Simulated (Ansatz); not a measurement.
TaS$_{2}$

```cif
data_structure
_symmetry_space_group_name_H-M 'P 1'
_symmetry_Int_Tables_number 1
_cell_length_a 3.4834
_cell_length_b 3.4834
_cell_length_c 5.9175
_cell_angle_alpha 90.000
_cell_angle_beta 90.000
_cell_angle_gamma 120.000
_cell_volume 62.18
loop_
_atom_site_label
_atom_site_type_symbol
_atom_site_fract_x
_atom_site_fract_y
_atom_site_fract_z
_atom_site_occupancy
Ta1 Ta 0.00000 0.00000 0.00000 1
S1 S 0.33333 0.66667 0.22910 1
S2 S 0.66667 0.33333 0.77090 1
```

Space group P-3m1; changed on purpose from its base cell (strained and moved within the space group); not relaxed (largest force 1.7 eV/Å); computed pressure about 3 GPa in this cell; computed without spin polarisation.

These are results of Ansatz 0.2.0, DFT PBEsol, scalar-relativistic, plane waves, PAW, not measurements.

**Predict the valence pseudo-density and electron localisation function between the atoms.**

Ta–S (2.43 Å): the density is about 0.57 e/Å³ at the midpoint; the ELF peaks at about 0.85 in the valence shell of S, 0.8 Å from its nucleus, and is about 0.40 at the midpoint.

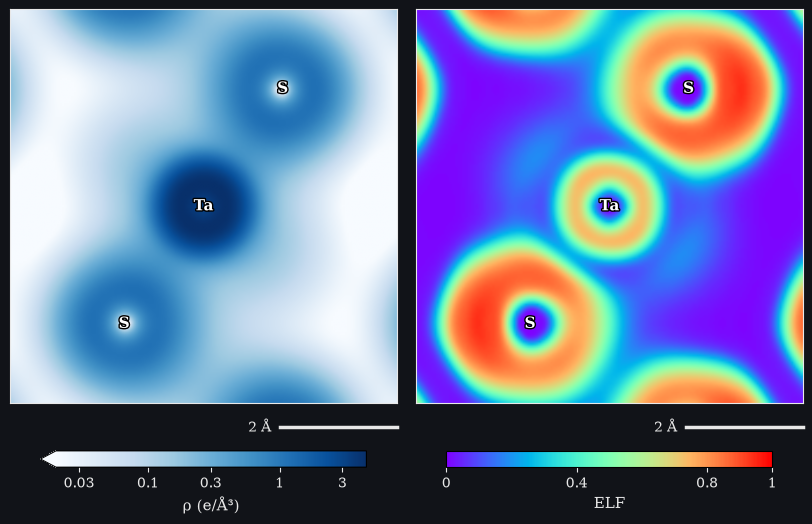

Computed valence pseudo-density and electron localisation function on the (110) plane of the conventional cell, in this order. 

In a PAW calculation such maps are meaningful between the atoms, not at the nuclei.
